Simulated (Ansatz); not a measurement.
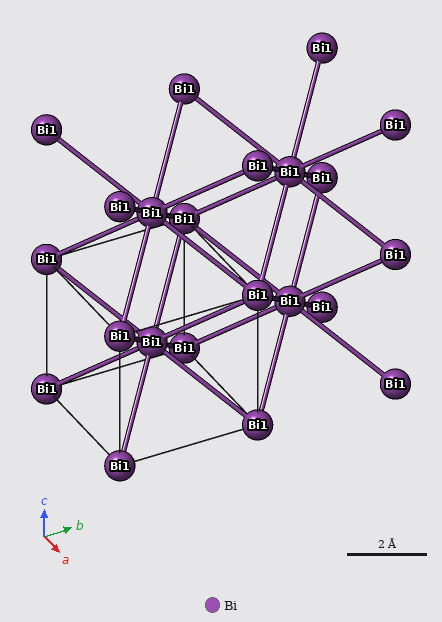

**Figure 1.** The structure (ball-and-stick view of the cell 2 times as large as that of the calculation, set on its symmetry axes, repeated 1 × 2 × 2, seen at an oblique angle; atoms are numbered from 1 in the order of the input). Near neighbours in the crystal (not all of them lie inside the picture): Bi has 8 Bi at 3.43 Å.

## Mending a band-structure run on Bi

System: Bi (1 atom in the cell).
Method of run 1: Kohn-Sham DFT of a periodic cell, B3LYP5, Ansatz PAW (Ansatz 0.2.0).

The structure derives from a Materials Project entry. The run did not end well. Text and figures count atoms from 1; the logs count them from 0 in places.

### Input file, run 1
```yaml
crystal:
  lattice:
    - [-1.9814305318, 1.9814305318, 1.9814305318]
    - [1.9814305318, -1.9814305318, 1.9814305318]
    - [1.9814305318, 1.9814305318, -1.9814305318]
  atoms:
    - { symbol: Bi, position: [0.0, 0.0, 0.0] }
hamiltonian:
  xc: b3lyp5
  pseudopotentials: { kind: paw }
kpoints:
  mp_grid: { grid: [5, 5, 5] }
  band_path:
    path:
      - [[0.0, 0.0, 0.0], [0.5, -0.5, 0.5], [0.0, 0.0, 0.5], [0.0, 0.0, 0.0], [0.25, 0.25, 0.25], [0.5, -0.5, 0.5]]
      - [[0.25, 0.25, 0.25], [0.0, 0.0, 0.5]]
    npoints: 4
scf:
  occupations: { method: fermi_dirac, width: 0.05 }
  n_extra_bands: 6
output:
  forces: true
  stress: true
  eigenvalues: true
  fatbands: false
```

Launched with:
```bash
ansatz run input.yaml --threads 2 --pin off --max-ram 5632MiB --backend cpu --events-out ev --progress --plain --runs-dir out
```

Hardware: 2 threads of Arm Neoverse V2, 24 GiB of memory available, shared host.

### Output, shortened to warnings, some set-up lines, iterations and results (run 1)
```
Warning: output.stress: scf.convergence.dr2_threshold = 1e-7 eV (the SCF's general default) is looser than the 1e-10 eV advised for a printed stress (1e-10 eV for each atom of the cell: 1). What an SCF threshold leaves in a stress goes as its square root, and in the free energy as the threshold itself, and one threshold admits the most on a small cell: of the crystals measured, under no hybrid …
Warning: output.stress: scf.exx.energy_threshold = 1e-6 eV is looser than the 1e-8 eV advised for a stress under a hybrid functional (1e-8 eV for each atom of the cell: 1). Every SCF of the exchange loop can meet its threshold on dr2 while the loop round them stops early: no threshold on dr2 bounds what that leaves in the stress. Set scf.exx.energy_threshold to 1e-8 eV or tighter. The threshold …
Error: the pass "band path" is not served: it follows an SCF under a hybrid functional, so it would have to apply that functional's exchange operator directly, as a sum over orbital pairs, which on k-points of its own, be they those of the SCF's mesh, such a pass takes under an unscreened kernel only where the SCF fills whole bands under a gap, and this one does not: choose a screened hybrid …
Basis set: ecut = 420 eV, 603 PW (Γ), exchange–correlation on 48×48×48 points (8 copies of the dense FFT grid, shifted against one another)
Symmetry: 48 space group operations
k-points: 10 of 125
Initial density: superposition of atomic densities (neutral atoms: chi_scale 0, normalization atom), corrected by the library's trained network
[...]
SCF iter   1: F=—  HF=-12401.422471 eV  |F-HF|=—  |Δ(HF+E_count)|=         —  Δρ=5.20e-3  dr2=7.79e-3  ethr=1.77e-3  ⟨swp⟩=11.1  Hψ=785  notcnv=0
SCF iter   2: F=—  HF=-12401.422261 eV  |F-HF|=—  |Δ(HF+E_count)|=   2.10e-4  Δρ=2.59e-3  dr2=1.65e-3  ethr=5.19e-5  ⟨swp⟩=3.4  Hψ=302  notcnv=0  defer=1
SCF iter   3: F=—  HF=-12401.422382 eV  |F-HF|=—  |Δ(HF+E_count)|=   1.22e-4  Δρ=4.13e-4  dr2=3.69e-5  ethr=2.93e-7  ⟨swp⟩=4.0  Hψ=526  notcnv=0
SCF iter   4: F=—  HF=-12401.422368 eV  |F-HF|=—  |Δ(HF+E_count)|=   1.47e-5  Δρ=1.28e-4  dr2=1.69e-6  ethr=2.46e-7  ⟨swp⟩=3.0  Hψ=283  notcnv=0
SCF iter   5: F=—  HF=-12401.422369 eV  |F-HF|=—  |Δ(HF+E_count)|=   1.54e-6  Δρ=3.04e-5  dr2=1.48e-7  ethr=1.13e-8  ⟨swp⟩=3.1  Hψ=291  notcnv=0
[... 24 lines ...]
SCF iter   1: F=—  HF=-12401.987756 eV  |F-HF|=—  |Δ(HF+E_count)|=         —  Δρ=1.50e-5  dr2=1.66e-6  ethr=2.97e-7  ⟨swp⟩=2.3  Hψ=284  notcnv=0
SCF iter   2: F=—  HF=-12401.987756 eV  |F-HF|=—  |Δ(HF+E_count)|=   1.00e-8  Δρ=1.15e-6  dr2=1.60e-6  ethr=3.75e-10  ⟨swp⟩=4.0  Hψ=317  notcnv=0
SCF iter   3: F=—  HF=-12401.987798 eV  |F-HF|=—  |Δ(HF+E_count)|=   4.21e-5  Δρ=1.37e-5  dr2=5.07e-8  ethr=1.00e-12  ⟨swp⟩=6.1  Hψ=466  notcnv=0
SCF iter   4: F=-12401.987798 eV  HF=-12401.987798 eV  |F-HF|=1.22e-10  |Δ(HF+E_count)|=   1.86e-9  Δρ=1.04e-6  dr2=8.67e-9  ethr=1.00e-12  ⟨swp⟩=5.0  Hψ=390  notcnv=0
SCF 5 converged in 4 iterations: F = -12401.987798 eV  dr2 = 8.67e-9
  Residual-converged pass: ⟨swp⟩=1.9  Hψ=188  notcnv=0  max |occ|·‖R‖ = 2.0e-6 eV (tolerance 2.4e-6 eV)  dr2=8.67e-9  dr2_onsite=1.14e-11  max |Δocc| = 4.6e-13
hybrid outer 4: dexx = +3.222e-7 eV, tail = 2.77e-8 eV, Δε = 7.80e-3 eV (about 1.22e-3 eV left of the loop's levels)
hybrid SCF converged: 4 outer / 22 inner (+7 warm-up), last move |dexx| = 3.22e-7 eV, tail = 2.77e-8 eV
Stability not checked: this state was not tested for a lower state beside it, because the functional holds exact exchange (a hybrid, or Hartree-Fock), whose exchange loop this test does not read (fock_operator; see scf.lower_state_search)
Free energy (F): -12401.987798 eV
Frozen-core exchange: fock
Harris-Foulkes:  -12401.987798 eV  (|F-HF|=1.22e-10)
Internal energy: -12401.981342 eV  (E = F + TS)
E sigma→0 (E₀):  -12401.984570 eV
Entropy (-TS):   -0.006456 eV (-6.456 meV/atom)
Fermi energy:    12.131179 eV
--- Per-component energies (eV) ---
  E_band       = -102.484258
  E_kinetic    = 302.423437
  E_local      = -1398.482816  (includes V_loc(G=0)·N_el)
  E_nonlocal   = 558.420534
  E_hartree    = 443.678775
  E_xc         = -121.703923
  E_vxc        = -115.413128  (∫ρ·V_xc dr)
  E_exx        = -32.723642  (= α·E_x^exact, valence–valence)
  E_paw        = -10665.988350  (= ΣΔE_a)
  E_vpaw       = -271.342298  (= ΣTr[D̂ρ^β])
  E_aug_tail   = -0.000516  (compensation charges beyond the density's cutoff)
  E_ewald      = -1487.665842
  E_core_change = 0.061000  (= ΣΔE_core)
  E_smearing   = -0.006456  (= −TS)
  E_closure    = 0.000000  (closes the sum)
  Σ components = -12401.987798   (vs F -12401.987798, Δ=0.00e0)
--- Forces (eV/Å), atoms counted from 1 ---
  atom   1  Bi     0.00000000    -0.00000000     0.00000000
  max |Σ_I F_I| component: 9.20e-31 eV/Å
--- Stress (GPa, compression-positive) ---
        1.918813      -0.000000      -0.000000
        0.000000       1.918813      -0.000000
       -0.000000       0.000000       1.918813
  P = ⅓ Tr σ = 1.9188 GPa (19.188 kbar)
Error: the pass "band path" is not served: it follows an SCF under a hybrid functional, so it would have to apply that functional's exchange operator directly, as a sum over orbital pairs, which on k-points of its own, be they those of the SCF's mesh, such a pass takes under an unscreened kernel …
```

> What should be changed in this input?

The run ended with an error: “the pass "band path" is not served: it follows an SCF under a hybrid functional, so it would have to apply that functional's exchange operator directly, as a sum over orbital pairs, which on k-points of its own, be they those of the SCF's mesh, such a pass takes under an unscreened kernel only where the SCF fills …” Warnings of the run: an analysis step after the SCF failed; the exchange loop's threshold is looser than advised for the stress; the SCF threshold is looser than advised for the printed stress. Points of doubt noted for this run: forces on files of another functional.

A run of the same system that converges differs from this input as follows (lines with − go, lines with + come):
```diff
-  band_path:
-    path:
-      - [[0.0, 0.0, 0.0], [0.5, -0.5, 0.5], [0.0, 0.0, 0.5], [0.0, 0.0, 0.0], [0.25, 0.25, 0.25], [0.5, -0.5, 0.5]]
-      - [[0.25, 0.25, 0.25], [0.0, 0.0, 0.5]]
-    npoints: 4
-  n_extra_bands: 6
-  fatbands: false
+  write_density: true
+  write_potential: true
+  elf: true
+  volumetric_format: npy
```

### Output, shortened to warnings, some set-up lines, iterations and results (run 2)
```
Warning: output.stress: scf.convergence.dr2_threshold = 1e-7 eV (the SCF's general default) is looser than the 1e-10 eV advised for a printed stress (1e-10 eV for each atom of the cell: 1). What an SCF threshold leaves in a stress goes as its square root, and in the free energy as the threshold itself, and one threshold admits the most on a small cell: of the crystals measured, under no hybrid …
Warning: output.stress: scf.exx.energy_threshold = 1e-6 eV is looser than the 1e-8 eV advised for a stress under a hybrid functional (1e-8 eV for each atom of the cell: 1). Every SCF of the exchange loop can meet its threshold on dr2 while the loop round them stops early: no threshold on dr2 bounds what that leaves in the stress. Set scf.exx.energy_threshold to 1e-8 eV or tighter. The threshold …
Basis set: ecut = 420 eV, 603 PW (Γ), exchange–correlation on 48×48×48 points (8 copies of the dense FFT grid, shifted against one another)
Symmetry: 48 space group operations
k-points: 10 of 125
Initial density: superposition of atomic densities (neutral atoms: chi_scale 0, normalization atom), corrected by the library's trained network
[...]
SCF iter   1: F=—  HF=-12401.422450 eV  |F-HF|=—  |Δ(HF+E_count)|=         —  Δρ=5.20e-3  dr2=7.78e-3  ethr=1.77e-3  ⟨swp⟩=11.9  Hψ=647  notcnv=0
SCF iter   2: F=—  HF=-12401.422246 eV  |F-HF|=—  |Δ(HF+E_count)|=   2.04e-4  Δρ=2.61e-3  dr2=1.67e-3  ethr=5.19e-5  ⟨swp⟩=3.3  Hψ=264  notcnv=0  defer=3
SCF iter   3: F=—  HF=-12401.422384 eV  |F-HF|=—  |Δ(HF+E_count)|=   1.38e-4  Δρ=4.41e-4  dr2=3.94e-5  ethr=3.01e-7  ⟨swp⟩=3.3  Hψ=493  notcnv=0
SCF iter   4: F=—  HF=-12401.422368 eV  |F-HF|=—  |Δ(HF+E_count)|=   1.65e-5  Δρ=1.41e-4  dr2=1.97e-6  ethr=2.62e-7  ⟨swp⟩=3.0  Hψ=268  notcnv=0
SCF iter   5: F=—  HF=-12401.422369 eV  |F-HF|=—  |Δ(HF+E_count)|=   1.46e-6  Δρ=4.17e-5  dr2=2.36e-7  ethr=1.32e-8  ⟨swp⟩=3.0  Hψ=273  notcnv=0
[... 24 lines ...]
SCF iter   1: F=—  HF=-12401.987775 eV  |F-HF|=—  |Δ(HF+E_count)|=         —  Δρ=2.04e-5  dr2=8.16e-7  ethr=3.05e-7  ⟨swp⟩=2.7  Hψ=251  notcnv=0
SCF iter   2: F=—  HF=-12401.987775 eV  |F-HF|=—  |Δ(HF+E_count)|=   4.91e-8  Δρ=1.74e-6  dr2=7.11e-7  ethr=7.24e-10  ⟨swp⟩=4.0  Hψ=247  notcnv=0
SCF iter   3: F=—  HF=-12401.987798 eV  |F-HF|=—  |Δ(HF+E_count)|=   2.31e-5  Δρ=5.74e-6  dr2=1.49e-8  ethr=2.14e-12  ⟨swp⟩=5.3  Hψ=480  notcnv=0
SCF iter   4: F=-12401.987798 eV  HF=-12401.987798 eV  |F-HF|=3.09e-11  |Δ(HF+E_count)|=   6.11e-9  Δρ=1.04e-6  dr2=1.67e-9  ethr=2.14e-12  ⟨swp⟩=4.2  Hψ=351  notcnv=0
SCF 5 converged in 4 iterations: F = -12401.987798 eV  dr2 = 1.67e-9
  Residual-converged pass: ⟨swp⟩=2.1  Hψ=173  notcnv=0  max |occ|·‖R‖ = 2.4e-6 eV (tolerance 2.4e-6 eV)  dr2=1.67e-9  dr2_onsite=3.59e-11  max |Δocc| = 1.4e-14
hybrid outer 4: dexx = +3.623e-7 eV, tail = 1.52e-8 eV, Δε = 7.88e-3 eV (about 5.67e-4 eV left of the loop's levels)
hybrid SCF converged: 4 outer / 22 inner (+7 warm-up), last move |dexx| = 3.62e-7 eV, tail = 1.52e-8 eV
Stability not checked: this state was not tested for a lower state beside it, because the functional holds exact exchange (a hybrid, or Hartree-Fock), whose exchange loop this test does not read (fock_operator; see scf.lower_state_search)
Free energy (F): -12401.987798 eV
Frozen-core exchange: fock
Harris-Foulkes:  -12401.987798 eV  (|F-HF|=3.09e-11)
Internal energy: -12401.981342 eV  (E = F + TS)
E sigma→0 (E₀):  -12401.984570 eV
Entropy (-TS):   -0.006456 eV (-6.456 meV/atom)
Fermi energy:    12.131097 eV
--- Per-component energies (eV) ---
  E_band       = -102.484256
  E_kinetic    = 302.423239
  E_local      = -1398.482663  (includes V_loc(G=0)·N_el)
  E_nonlocal   = 558.420718
  E_hartree    = 443.678682
  E_xc         = -121.703743
  E_vxc        = -115.412916  (∫ρ·V_xc dr)
  E_exx        = -32.723646  (= α·E_x^exact, valence–valence)
  E_paw        = -10665.988573  (= ΣΔE_a)
  E_vpaw       = -271.342573  (= ΣTr[D̂ρ^β])
  E_aug_tail   = -0.000516  (compensation charges beyond the density's cutoff)
  E_ewald      = -1487.665842
  E_core_change = 0.061000  (= ΣΔE_core)
  E_smearing   = -0.006456  (= −TS)
  E_closure    = -0.000000  (closes the sum)
  Σ components = -12401.987798   (vs F -12401.987798, Δ=-1.82e-12)
--- Forces (eV/Å), atoms counted from 1 ---
  atom   1  Bi     0.00000000     0.00000000    -0.00000000
  max |Σ_I F_I| component: 4.68e-31 eV/Å
--- Stress (GPa, compression-positive) ---
        1.919458      -0.000000       0.000000
        0.000000       1.919458      -0.000000
        0.000000       0.000000       1.919458
  P = ⅓ Tr σ = 1.9195 GPa (19.195 kbar)
```

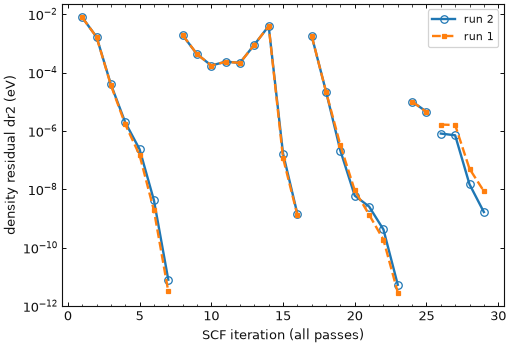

**Figure 2.** Convergence of the two runs: density residual dr2 against the SCF iteration. A break in a curve parts two SCF passes. Run 2 takes 29 iterations in all, and run 1 stops after 29.

### The two runs side by side

| quantity | run 1 | run 2 |
| --- | --- | --- |
| outcome | error | converged |
| free energy per atom (eV) | – | −12401.9878 |
| gap on the mesh (eV) | – | 0.00 |
| pressure (GPa) | – | 1.92 |
| volume per atom (Å³) | – | 31.12 |
| largest force (eV/Å) | – | 0.000 |
| SCF iterations | – | 29 |
| irreducible k-points | – | 10 |
| plane waves at Γ | – | 603 |
| wall time (shared host) | 7.3 s | 7 s |

Notes on run 2: The program warns: the exchange loop's threshold is looser than advised for the stress; the SCF threshold is looser than advised for the printed stress. Points of doubt noted for this run: forces on files of another functional. Spin–orbit coupling is left out, which matters for Bi.
